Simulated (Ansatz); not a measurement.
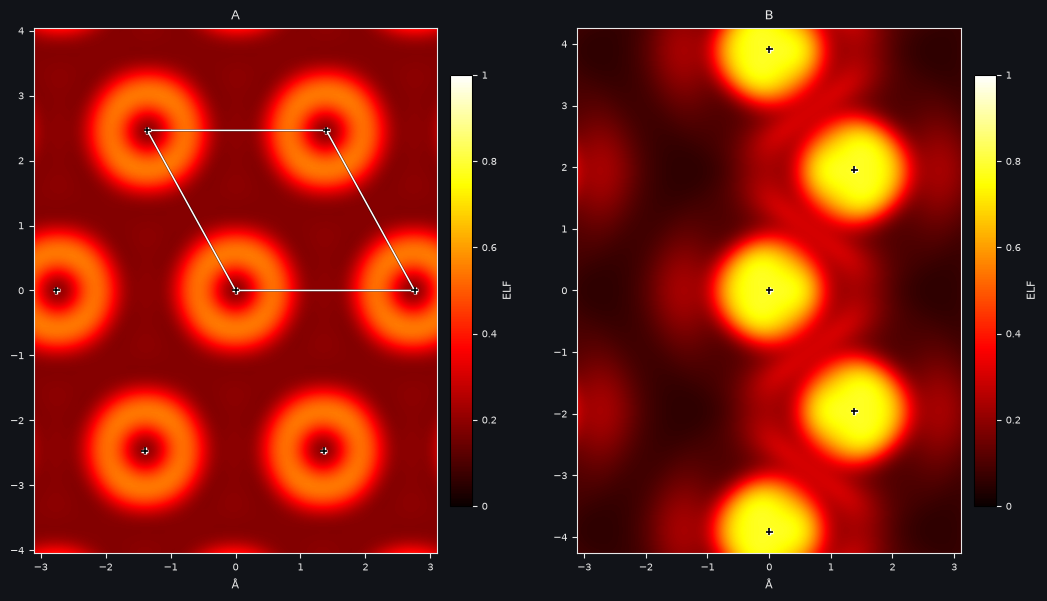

The electron localisation function of 2 systems, each on a plane through atoms (crosses mark nuclei in the plane).

The calculation used DFT, m-r2SCAN, plane waves (500 eV) with PAW, scalar-relativistic (Ansatz).

System 1: Pd, the (010) plane of the conventional cell. Space group C2/c; set up as Pd, beta-Sn type; a generated structure, not necessarily the stable one; changed on purpose from its base cell (volume × 1.08); computed pressure about −11 GPa in this cell; the program warned that a starting moment wasn't kept; spin-polarised, but the moments vanished.

System 2: Rh, the (110) plane of the conventional cell. Space group Fd-3m; set up as Rh, diamond; a generated structure, not necessarily the stable one; changed on purpose from its base cell (volume × 1.04); computed pressure about −5 GPa in this cell; the program warned that a starting moment wasn't kept; spin-polarised, but the moments vanished.

```
Rh
1.0
     5.53416    0.00000    0.00000
     0.00000    5.53416    0.00000
     0.00000    0.00000    5.53416
Rh
8
Cartesian
  4.1506 1.3835 1.3835
  1.3835 4.1506 1.3835
  1.3835 1.3835 4.1506
  4.1506 4.1506 4.1506
  2.7671 0.0000 0.0000
  0.0000 2.7671 0.0000
  0.0000 0.0000 2.7671
  2.7671 2.7671 2.7671
```

Match each panel to its system.

Answer. Panel A is system 1, Pd: the plane holds Pd. Pd–Pd (2.76 Å): the ELF is about 0.20 at the midpoint; no shared electron pair shows on this line. Panel B is system 2, Rh: the plane holds Rh. Rh–Rh (2.40 Å): the ELF is about 0.30 at the midpoint.
